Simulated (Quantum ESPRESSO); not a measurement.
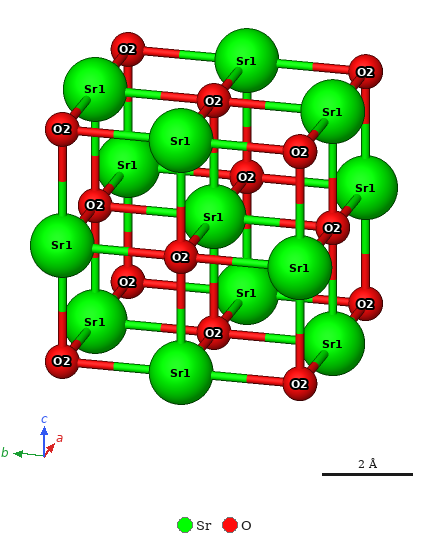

Fig. 1: The structure (ball-and-stick view of the cell 4 times as large as that of the calculation, set on its symmetry axes, seen at an oblique angle; atoms are numbered from 1 in the order of the input). Near neighbours in the crystal (not all of them lie inside the picture): Sr has 6 O at 2.76 Å; O has 6 Sr at 2.76 Å.

## SrO: band-structure run (part 1 of 2)

The run: band-structure run of SrO (2 atoms in the cell). Method and program: Kohn-Sham DFT of a periodic cell, vdW-DF2, PseudoDojo 0.5 SR PBE standard, no spin polarisation (Quantum ESPRESSO 7.5).

The structure derives from an entry of the Crystallography Open Database. The geometry was changed: volume scaled by 1.25.

### The program's output
```
This program is part of the open-source Quantum ESPRESSO suite
     for quantum simulation of materials; please cite
         "P. Giannozzi et al., J. Phys.:Condens. Matter 21 395502 (2009);
         "P. Giannozzi et al., J. Phys.:Condens. Matter 29 465901 (2017);
         "P. Giannozzi et al., J. Chem. Phys. 152 154105 (2020);
          URL
     in publications or presentations arising from this work. More details at

     IMPORTANT: XC functional enforced from input :
     Exchange-correlation= VDW-DF2
                           (   1   4  13   0   2   0   0)
     Any further DFT definition will be discarded
     Please, verify this is what you really want

     G-vector sticks info
     --------------------
     sticks:   dense  smooth     PW     G-vecs:    dense   smooth      PW
     Sum        1261    1261    367                29627    29627    4693

     Using Slab Decomposition

     bravais-lattice index     =            2
     lattice parameter (alat)  =      10.4482  a.u.
     unit-cell volume          =     285.1405 (a.u.)^3
     number of atoms/cell      =            2
     number of atomic types    =            2
     number of electrons       =        16.00
     number of Kohn-Sham states=           14
     kinetic-energy cutoff     =      84.0000  Ry
     charge density cutoff     =     336.0000  Ry
     scf convergence threshold =      4.0E-10
     mixing beta               =       0.5000
     number of iterations used =            8  plain     mixing
     Exchange-correlation= VDW-DF2
                           (   1   4  13   0   2   0   0)

     celldm(1)=  10.448155  celldm(2)=   0.000000  celldm(3)=   0.000000
     celldm(4)=   0.000000  celldm(5)=   0.000000  celldm(6)=   0.000000

     crystal axes: (cart. coord. in units of alat)
               a(1) = (  -0.500000   0.000000   0.500000 )
               a(2) = (   0.000000   0.500000   0.500000 )
               a(3) = (  -0.500000   0.500000   0.000000 )

     reciprocal axes: (cart. coord. in units 2 pi/alat)
               b(1) = ( -1.000000 -1.000000  1.000000 )
               b(2) = (  1.000000  1.000000  1.000000 )
               b(3) = ( -1.000000  1.000000 -1.000000 )

     PseudoPot. # 1 for Sr read from file:
     Sr.upf
     Pseudo is Norm-conserving + core correction, Zval = 10.0
     Generated using ONCVPSP code by D. R. Hamann
     Using radial grid of 1834 points,  6 beta functions with:
                l(1) =   0
                l(2) =   0
                l(3) =   1
                l(4) =   1
                l(5) =   2
                l(6) =   2

     PseudoPot. # 2 for O  read from file:
     O.upf
     Pseudo is Norm-conserving + core correction, Zval =  6.0
     Generated using ONCVPSP code by D. R. Hamann
     Using radial grid of  936 points,  5 beta functions with:
                l(1) =   0
                l(2) =   0
                l(3) =   1
                l(4) =   1
                l(5) =   2

     atomic species   valence    mass     pseudopotential
     Sr               10.00    87.62000     Sr( 1.00)
     O                 6.00    15.99900     O ( 1.00)

     48 Sym. Ops., with inversion, found

   Cartesian axes

     site n.     atom                  positions (alat units)
         1        Sr     tau(   1) = (  -0.5000000   0.5000000   0.5000000  )
         2        O      tau(   2) = (   0.0000000   0.0000000   0.0000000  )

     number of k points=    35  Fermi-Dirac smearing, width (Ry)=  0.0037
                       cart. coord. in units 2pi/alat
        k(    1) = (   0.0000000   0.0000000   0.0000000), wk =   0.0027435
        k(    2) = (  -0.1111111   0.1111111  -0.1111111), wk =   0.0219479
        k(    3) = (  -0.2222222   0.2222222  -0.2222222), wk =   0.0219479
        k(    4) = (  -0.3333333   0.3333333  -0.3333333), wk =   0.0219479
        k(    5) = (  -0.4444444   0.4444444  -0.4444444), wk =   0.0219479
        k(    6) = (   0.0000000   0.2222222   0.0000000), wk =   0.0164609
        k(    7) = (  -0.1111111   0.3333333  -0.1111111), wk =   0.0658436
        k(    8) = (  -0.2222222   0.4444444  -0.2222222), wk =   0.0658436
        k(    9) = (  -0.3333333   0.5555556  -0.3333333), wk =   0.0658436
        k(   10) = (   0.5555556  -0.3333333   0.5555556), wk =   0.0658436
        k(   11) = (   0.4444444  -0.2222222   0.4444444), wk =   0.0658436
        k(   12) = (   0.3333333  -0.1111111   0.3333333), wk =   0.0658436
        k(   13) = (   0.2222222  -0.0000000   0.2222222), wk =   0.0329218
        k(   14) = (   0.0000000   0.4444444   0.0000000), wk =   0.0164609
        k(   15) = (  -0.1111111   0.5555556  -0.1111111), wk =   0.0658436
        k(   16) = (  -0.2222222   0.6666667  -0.2222222), wk =   0.0658436
        k(   17) = (   0.6666667  -0.2222222   0.6666667), wk =   0.0658436
        k(   18) = (   0.5555556  -0.1111111   0.5555556), wk =   0.0658436
        k(   19) = (   0.4444444   0.0000000   0.4444444), wk =   0.0329218
        k(   20) = (   0.0000000   0.6666667   0.0000000), wk =   0.0164609
        k(   21) = (  -0.1111111   0.7777778  -0.1111111), wk =   0.0658436
        k(   22) = (   0.7777778  -0.1111111   0.7777778), wk =   0.0658436
        k(   23) = (   0.6666667  -0.0000000   0.6666667), wk =   0.0329218
        k(   24) = (   0.0000000   0.8888889   0.0000000), wk =   0.0164609
        k(   25) = (   0.8888889   0.0000000   0.8888889), wk =   0.0329218
        k(   26) = (  -0.2222222   0.4444444   0.0000000), wk =   0.0658436
        k(   27) = (  -0.3333333   0.5555556  -0.1111111), wk =   0.1316872
        k(   28) = (   0.5555556  -0.3333333   0.7777778), wk =   0.1316872
        k(   29) = (  -0.2222222   0.6666667   0.0000000), wk =   0.0658436
        k(   30) = (   0.6666667  -0.2222222   0.8888889), wk =   0.1316872
        k(   31) = (   0.5555556  -0.1111111   0.7777778), wk =   0.1316872
        k(   32) = (   0.4444444   0.0000000   0.6666667), wk =   0.0658436
        k(   33) = (   0.7777778  -0.1111111   1.0000000), wk =   0.0658436
        k(   34) = (   0.6666667  -0.0000000   0.8888889), wk =   0.0658436
        k(   35) = (   0.5555556  -0.1111111   1.0000000), wk =   0.0658436

     Dense  grid:    29627 G-vectors     FFT dimensions: (  45,  45,  45)

     Initial potential from superposition of free atoms

     starting charge      15.9917, renormalised to      16.0000

     %%%%%%%%%%%%%%%%%%%%%%%%%%%%%%%%%%%%%%%%%%%%%%%%%%%%%%%%%%%%%%%%%%%%%%%%
     %                                                                      %
     % You are using vdW-DF, which was implemented by the Thonhauser group. %
     % Please cite the following two papers that made this development      %
     % possible and the two reviews that describe the various versions:     %
     %                                                                      %
     %   T. Thonhauser et al., PRL 115, 136402 (2015).                      %
     %   T. Thonhauser et al., PRB 76, 125112 (2007).                       %
     %   K. Berland et al., Rep. Prog. Phys. 78, 066501 (2015).             %
     %   D.C. Langreth et al., J. Phys.: Condens. Matter 21, 084203 (2009). %
     %                                                                      %
     % If you are calculating stress with vdW-DF, please also cite:         %
     %                                                                      %
     %   R. Sabatini et al., J. Phys.: Condens. Matter 24, 424209 (2012).   %
     %                                                                      %
     %%%%%%%%%%%%%%%%%%%%%%%%%%%%%%%%%%%%%%%%%%%%%%%%%%%%%%%%%%%%%%%%%%%%%%%%

     %%%%%%%%%%%%%%%%%%%%%%%%%%%%%%%%%%%%%%%%%%%%%%%%%%%%%%%%%%%%%%%%%%%%%%%%
     %                                                                      %
     %  vdW-DF NEWS:                                                        %
     %                                                                      %
     %  * vdW-DF3 is now available. DOI: 10.1021/acs.jctc.0c00471           %
     %    use with input_dft = 'vdW-DF3-opt1' or 'vdW-DF3-opt2'             %
     %                                                                      %
     %  * Unscreened and range-separated hybrid vdW-DF-cx functionals       %
     %    DOI: 10.1063/1.4986522 and 10.1088/1361-648X/ac2ad2               %
     %    use with input_dft = 'vdW-DF-cx0'    and 'vdW-DF-ahcx'            %
     %  * Unscreened and range-separated hybrid vdW-DF2-b86r functionals    %
     %    DOI: 10.1063/1.4986522 and DOI: 10.1103/PhysRevX.12.041003        %
     %    use with input_dft = 'vdW-DF2-br0' and 'vdW-DF2-ahbr'             %
     %                                                                      %
     %%%%%%%%%%%%%%%%%%%%%%%%%%%%%%%%%%%%%%%%%%%%%%%%%%%%%%%%%%%%%%%%%%%%%%%%

     Starting wfcs are    9 randomized atomic wfcs +    5 random wfcs

     Self-consistent Calculation

     iteration #  1     ecut=    84.00 Ry     beta= 0.50
     Davidson diagonalization with overlap
     ethr =  1.00E-02,  avg # of iterations =  7.1

     total energy              =    -102.29952939 Ry
     estimated scf accuracy    <       0.77713192 Ry

     iteration #  2     ecut=    84.00 Ry     beta= 0.50
     Davidson diagonalization with overlap
     ethr =  4.86E-03,  avg # of iterations =  2.0

     total energy              =    -102.44385500 Ry
     estimated scf accuracy    <       0.83591762 Ry

     iteration #  3     ecut=    84.00 Ry     beta= 0.50
     Davidson diagonalization with overlap
     ethr =  4.86E-03,  avg # of iterations =  1.9

     total energy              =    -102.59736172 Ry
     estimated scf accuracy    <       0.02128822 Ry

     iteration #  4     ecut=    84.00 Ry     beta= 0.50
     Davidson diagonalization with overlap
     ethr =  1.33E-04,  avg # of iterations =  2.8

     total energy              =    -102.60062754 Ry
     estimated scf accuracy    <       0.02613775 Ry

     iteration #  5     ecut=    84.00 Ry     beta= 0.50
     Davidson diagonalization with overlap
     ethr =  1.33E-04,  avg # of iterations =  1.2

     total energy              =    -102.60423777 Ry
     estimated scf accuracy    <       0.00018452 Ry

     iteration #  6     ecut=    84.00 Ry     beta= 0.50
     Davidson diagonalization with overlap
     ethr =  1.15E-06,  avg # of iterations =  3.6

     total energy              =    -102.60422542 Ry
     estimated scf accuracy    <       0.00014669 Ry

     iteration #  7     ecut=    84.00 Ry     beta= 0.50
     Davidson diagonalization with overlap
     ethr =  9.17E-07,  avg # of iterations =  1.2

     total energy              =    -102.60424288 Ry
     estimated scf accuracy    <       0.00000402 Ry

     iteration #  8     ecut=    84.00 Ry     beta= 0.50
     Davidson diagonalization with overlap
     ethr =  2.51E-08,  avg # of iterations =  2.0

     total energy              =    -102.60424153 Ry
     estimated scf accuracy    <       0.00000446 Ry

     iteration #  9     ecut=    84.00 Ry     beta= 0.50
     Davidson diagonalization with overlap
     ethr =  2.51E-08,  avg # of iterations =  2.0

     total energy              =    -102.60424251 Ry
     estimated scf accuracy    <       0.00000016 Ry

     iteration # 10     ecut=    84.00 Ry     beta= 0.50
     Davidson diagonalization with overlap
     ethr =  1.02E-09,  avg # of iterations =  2.0

     total energy              =    -102.60424256 Ry
     estimated scf accuracy    <          4.4E-09 Ry

     iteration # 11     ecut=    84.00 Ry     beta= 0.50
     Davidson diagonalization with overlap
     ethr =  2.78E-11,  avg # of iterations =  2.1

     End of self-consistent calculation

          k = 0.0000 0.0000 0.0000 (  3719 PWs)   bands (ev):

   -27.5181  -9.2596  -9.2596  -9.2596  -9.0064   5.7842   5.7842   5.7842
     8.5468  11.4309  11.4309  11.4309  13.2259  13.2259

          k =-0.1111 0.1111-0.1111 (  3728 PWs)   bands (ev):

   -27.5123  -9.5839  -9.2653  -9.2653  -8.6991   5.4652   5.6814   5.6814
     9.0478  11.3394  11.6156  11.6156  13.4452  13.4452

          k =-0.2222 0.2222-0.2222 (  3702 PWs)   bands (ev):

   -27.4976  -9.9684  -9.2795  -9.2795  -8.3576   4.8748   5.4396   5.4396
    10.1610  11.2629  12.1243  12.1243  14.0236  14.0236

          k =-0.3333 0.3333-0.3333 (  3687 PWs)   bands (ev):

   -27.4808 -10.2646  -9.2956  -9.2956  -8.1104   4.3653   5.1904   5.1904
    11.2072  11.6344  12.7904  12.7904  14.8042  14.8042

          k =-0.4444 0.4444-0.4444 (  3729 PWs)   bands (ev):

   -27.4698 -10.4250  -9.3060  -9.3060  -7.9821   4.0801   5.0397   5.0397
    11.4406  12.6515  13.2832  13.2832  15.5619  15.5619

          k = 0.0000 0.2222 0.0000 (  3715 PWs)   bands (ev):

   -27.5104  -9.6104  -9.2805  -9.2805  -8.6575   5.2936   5.7328   5.7328
     9.1296  11.0271  11.8200  11.8200  13.3555  13.6533

          k =-0.1111 0.3333-0.1111 (  3698 PWs)   bands (ev):

   -27.4987  -9.8759  -9.3020  -9.2927  -8.4301   4.9017   5.5451   5.6036
     9.9103  10.8099  12.2474  12.3283  13.6970  14.1472

          k =-0.2222 0.4444-0.2222 (  3700 PWs)   bands (ev):

   -27.4827 -10.1512  -9.3197  -9.3105  -8.2148   4.5310   5.2519   5.3729
    10.9129  11.0543  12.7807  12.9655  14.4123  14.7689

          k =-0.3333 0.5556-0.3333 (  3727 PWs)   bands (ev):
```
